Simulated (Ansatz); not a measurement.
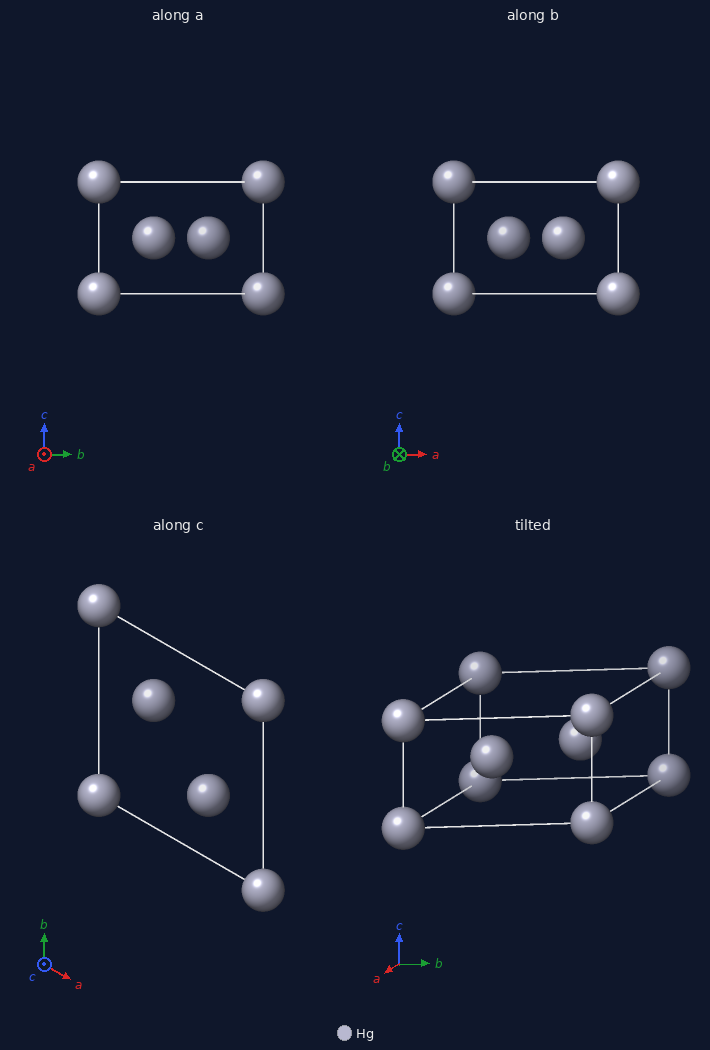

Structure drawing (spheres-only), viewed along the a axis, along the b axis, along the c axis and slightly off an axis. The wireframe shows the conventional unit cell.

Lattice parameters: a = 5.5668 Å, b = 5.5668 Å, c = 3.2814 Å, α = 90.000°, β = 90.000°, γ = 120.000°.

### Set out the cell and atoms as a CIF in P1 with every atom of the cell.

```cif
data_structure
_symmetry_space_group_name_H-M 'P 1'
_symmetry_Int_Tables_number 1
_cell_length_a 5.5668
_cell_length_b 5.5668
_cell_length_c 3.2814
_cell_angle_alpha 90.000
_cell_angle_beta 90.000
_cell_angle_gamma 120.000
_cell_volume 88.06
loop_
_atom_site_label
_atom_site_type_symbol
_atom_site_fract_x
_atom_site_fract_y
_atom_site_fract_z
_atom_site_occupancy
Hg1 Hg 0.0000 0.0000 0.0000 1
Hg2 Hg 0.3333 0.6667 0.5000 1
Hg3 Hg 0.6667 0.3333 0.5000 1
```

The initial geometry was a structure type filled with this element by a generator (whether the element takes this form wasn't checked). Earlier steps of the study may have refined or changed the cell and positions. It was run through Ansatz as a DFT input.
